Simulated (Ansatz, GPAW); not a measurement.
# C(111) with CHCl2 on 25 % of the top atoms and H on the rest: bands and core levels, part 3 of 4

Wanted: the XPS lines and the band structure of C(111) with CHCl2 on 25 % of the top atoms and H on the rest.

Ansatz 0.2.0 and GPAW 26.7.0; DFT, PBE, plane-wave PAW, default files, scalar-relativistic (the session's first sound run).

So far, gap on the k-mesh (eV): step 2 (relaxation) 2.76.

## 3. Layer-resolved bands, DOS and potential (continued)

Maxima picked by a test of local sharpness, so broad peaks and shoulders can be missing; peaks within 0.45 eV of a curve's cut are left out. Valence peaks, by row, the first 40 of 61 rows:

```
photon energy (eV)  binding energy (eV)  height (% of the maximum within 13 eV)  main shell  its share (%)
              21.2                10.11                                   36.97        C 2p          83.29
              21.2                7.963                                   65.37        C 2p          83.35
              21.2                7.113                                    72.1        C 2p          81.24
              21.2                5.963                                     100        C 2p          81.15
              21.2                4.713                                   97.06        C 2p          83.54
              21.2                3.513                                   95.05        C 2p          70.25
              21.2                2.963                                   94.16        C 2p          70.28
               100                18.26                                   57.26        C 2s          51.18
               100                15.86                                   75.86       Cl 3s          41.27
               100                14.61                                   51.15        C 2s          71.63
               100                13.51                                   35.99        C 2s          69.04
               100                11.71                                   50.19        C 2s          48.39
               100                10.81                                   56.07        C 2s          46.27
               100                10.11                                   48.93        C 2s          46.31
               100                8.013                                   64.08        C 2p          60.81
               100                7.113                                   71.08        C 2p          59.38
               100                5.963                                   95.86        C 2p          60.13
               100                4.713                                   82.83        C 2p          67.47
               100                3.563                                     100       Cl 3p          49.39
               100                2.913                                   97.72       Cl 3p          49.77
               100                2.063                                   88.48       Cl 3p          63.87
              1487                18.21                                   158.4       Cl 3s          68.99
              1487                15.91                                   238.9       Cl 3s          75.97
              1487                14.61                                   78.54        C 2s          83.78
              1487                13.51                                   53.26        C 2s          83.15
              1487                11.91                                   72.06        C 2s          51.74
              1487                10.81                                   65.98        C 2s          67.27
              1487                10.11                                   56.62        C 2s          70.68
              1487                8.963                                    30.7        C 2s          71.78
              1487                7.963                                      52        C 2s          44.37
              1487                6.113                                   76.81       Cl 3p          58.66
              1487                5.163                                   55.57       Cl 3p             58
              1487                3.563                                   95.33       Cl 3p          83.35
              1487                2.913                                   91.87       Cl 3p          85.18
              1487                2.013                                     100       Cl 3p          91.99
              5950                18.21                                   273.9       Cl 3s          82.78
              5950                15.91                                   433.8       Cl 3s          86.82
              5950                14.66                                   90.43        C 2s           73.5
              5950                13.51                                    60.6        C 2s          74.79
              5950                11.96                                     100       Cl 3s          60.33
```

The planar mean, electrostatic potential oscillates, so the rows of the table below give means over windows of 1 Å about each position, cut where the curve ends. Its maxima inside the range that stand out by 2 % of the span (Å: eV): 7.3: -0.231, 9.5: -1.10, 11.5: -1.03, 13.5: -0.580. Its minima: 7.0: -1.26, 8.4: -19.8, 10.5: -20.0, 12.5: -20.4, 15.4: -6.30.

From the valence-band maximum. The planar mean, electrostatic potential by z; means over each step:

```
z (Å)  planar mean, electrostatic potential (eV)
    0                                       4.46
    1                                       4.00
    2                                       3.72
    3                                       3.72
    4                                       3.72
    5                                       3.70
    6                                       3.32
    7                                    -0.0928
    8                                      -12.9
    9                                      -8.53
   10                                      -12.3
   11                                      -9.68
   12                                      -11.3
   13                                      -10.4
   14                                      -1.44
   15                                      -4.30
   16                                      -1.80
   17                                       4.64
   18                                       5.06
   19                                       5.08
   20                                       5.08
   21                                       5.02
```

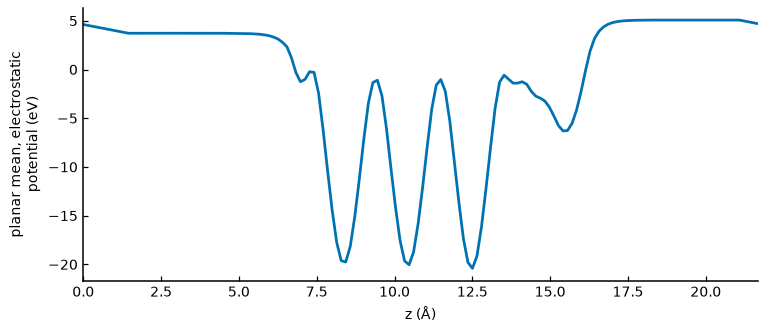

Planar mean, electrostatic potential against z.

The intensity has structure finer than the step of the table below, so its rows give means over 2 eV, whole bins alone (the curve runs from -22.3 to 1.41 eV). Peaks (eV: height): Cl K-beta -2.1: 99.8; Cl K-beta, E along x -6.2: 54.4, -2.0: 112; Cl K-beta, E along y -2.2: 129; Cl K-beta, E along z -3.6: 107; Cl L2,3 -18.2: 66.9, -16.0: 99.6, -12.0: 17.5.

Shapes are the site's partial DOS without matrix elements, which overweights lines from ligand s bands. Table of intensity by emission energy less the core level's binding energy, zero at the valence-band maximum; means over each step; 7 of 9 lines; values in % of the unpolarised maximum:

```
emission energy less the core level's binding energy (eV)  Cl K-beta  Cl K-beta, E along x  Cl K-beta, E along y  Cl K-beta, E along z  Cl L2,3   C K  C K, E along x
                                                      -20      0.556                 0.706                 0.441                 0.520    0.915  2.21            2.36
                                                      -18       2.37                  3.54                  1.76                  1.82     23.7  8.28            8.40
                                                      -16       1.04                  1.08                 0.954                  1.08     38.8  13.6            15.5
                                                      -14       1.14                  1.18                  1.01                  1.25     2.87  15.0            17.3
                                                      -12       4.12                  4.42                  3.42                  4.52     7.67  22.1            22.3
                                                      -10       5.80                  7.22                  5.26                  4.91     3.23  29.3            27.9
                                                       -8       20.3                  25.9                  17.1                  18.0     2.62  51.2            46.5
                                                       -6       46.4                  45.2                  37.9                  56.1     2.98  73.0            70.3
                                                       -4       67.7                  52.1                  73.5                  77.7    0.672  81.0            79.3
                                                       -2       79.2                  79.7                  99.2                  58.8    0.416  49.4            49.7
                                                        0       9.22                  8.85                  10.3                  8.47   0.0332  7.54            9.06
```

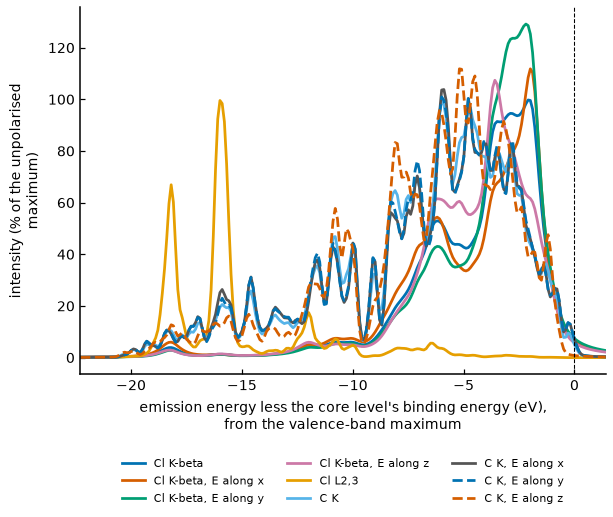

Intensity, plotted against emission energy less the core level's binding energy.

Sums over each group's atoms; left-over states aren't shared out by site. Site centres, by row:

```
       group  element  shell  occupied states  centre of occupied part (eV)  centre up to the window's top (eV)
   adsorbate        C     2s            1.113                        -13.97                              -7.973
   adsorbate        C     2p            2.976                        -8.146                              -3.055
   adsorbate       Cl     3s            3.754                        -15.22                              -14.29
   adsorbate       Cl     3p            10.25                        -4.322                              -3.297
   adsorbate        H     1s            3.331                        -7.969                              -3.856
     layer 1        C     2s            3.879                        -13.09                              -9.552
     layer 1        C     2p             12.5                        -6.742                              -4.858
     layer 2        C     2s            3.762                        -13.31                              -10.25
     layer 2        C     2p             12.1                        -7.099                              -5.372
     layer 3        C     2s            3.796                        -13.14                              -10.23
     layer 3        C     2p            12.15                        -7.024                              -5.391
      middle        C     2s             3.79                        -13.18                               -10.3
      middle        C     2p            12.16                        -7.041                              -5.487
other layers        C     2s            7.701                        -13.06                              -9.781
other layers        C     2p            24.67                        -6.738                              -5.051
other layers        H     1s            3.413                        -7.133                              -2.628
```

Window up to 7.8 eV. Shell moments, by row:

```
element  shell  occupied states an atom  centre of occupied part (eV)  rms width of occupied part (eV)  centre up to the window's top (eV)  rms width up to the window's top (eV)
      C     2s                   0.9617                        -13.18                            4.235                               -9.86                                   8.25
      C     2p                    3.063                        -6.944                            4.231                              -5.077                                  6.064
     Cl     3s                    1.877                        -15.22                            3.345                              -14.29                                  5.251
     Cl     3p                    5.123                        -4.322                            2.748                              -3.297                                  3.719
      H     1s                    0.843                        -7.546                            4.296                              -3.206                                  7.211
```

Recipe: projected DOS times atomic cross section and asymmetry factor (unpolarised light, 45° from the beam), occupied states only, Fermi edge at 20 K, a Lorentzian width of 0.2 eV growing by 0 eV per eV of binding energy, and a resolution of 0.45 eV. Each atom is damped by exp[−depth/(λ cos θ)], θ = 0° from the normal, λ from the universal curve. Curves are cut 10 eV under the photon energy, above any shell that the free atom's threshold puts out of reach, or at the lower edge of the window: 11.2 eV at 21.2 eV, 22.3 eV at 100 eV, 22.3 eV at 1486.7 eV, 22.3 eV at 5950 eV and 22.3 eV at 9251.7 eV. Matrix elements of the solid and inelastic losses aren't modelled, nor non-dipole terms, which matter above 3 keV.

How the area divides among the shells (%):

```
shell  21.2 eV  100 eV  1486.7 eV  5950 eV  9251.7 eV
 C 2s      1.8    28.2       38.6     33.1       30.9
 C 2p     77.4    42.7        4.9      1.1        0.7
Cl 3s      0.0     6.4       29.0     50.5       56.8
Cl 3p     16.4    21.7       27.5     15.2       11.6
 H 1s      4.5     1.1        0.1      0.1        0.0
```

Regions along c: top from 12.6 to 19.5 Å, middle from 9.2 to 12.6 Å, bottom from 3.0 to 9.2 Å. The top region's edge passes close to a layer, so the weights are only a guide.

States with weight above 0.08 nearest the zero at K of the zone, within the window kept, -6.6 to 7.4 eV (levels that the program groups as degenerate share a row):

```
E (eV)  weight, total  weight, top  weight, middle  weight, bottom
 -4.88           0.40         0.09            0.26            0.05
 -4.82           0.09         0.02            0.03            0.04
 -4.81           0.51         0.10            0.35            0.05
 -4.61           0.80         0.20            0.23            0.37
 -4.21           0.12         0.10            0.02            0.01
 -3.51           0.17         0.15            0.01            0.00
 -2.90           0.20         0.19            0.01            0.00
 -2.87           0.20         0.20            0.00            0.00
  2.99           0.34         0.32            0.02            0.00
  3.53           0.25         0.22            0.02            0.00
```

States with weight above 0.08 nearest the zero at Γ of the zone, within the window kept, -6.6 to 7.4 eV (levels that the program groups as degenerate share a row):

```
E (eV)  weight, total  weight, top  weight, middle  weight, bottom
 -2.20           0.21         0.08            0.08            0.06
 -2.07           0.12         0.10            0.01            0.01
 -1.98           0.99         0.10            0.73            0.17
 -1.97           0.98         0.09            0.72            0.17
 -1.06           0.99         0.21            0.33            0.45
 -1.05           0.99         0.21            0.33            0.45
 -0.89           0.82         0.24            0.37            0.21
  0.00           1.00         0.11            0.52            0.36
  0.00           0.99         0.12            0.52            0.36
  2.91           0.89         0.05            0.04            0.73
```

The largest force component on a free atom is 0.027 eV/Å, so the atoms are at rest for these settings too.

[end of part 3 of 4]

[Logs are printed without paths, hosts, clocks, repeated set-up lines and the standing remarks that a program may print on its own settings, such as how far it seeks lower states.]

[Hosts, paths, dates, database ids (printed as entryN), source tags and the programs' standing remarks are cut or masked in the printed files.]

[Maps of the electrostatic potential energy from Ansatz leave out the sawtooth potential of an applied field or a dipole correction, so their vacuum need not be flat; work functions include it.]
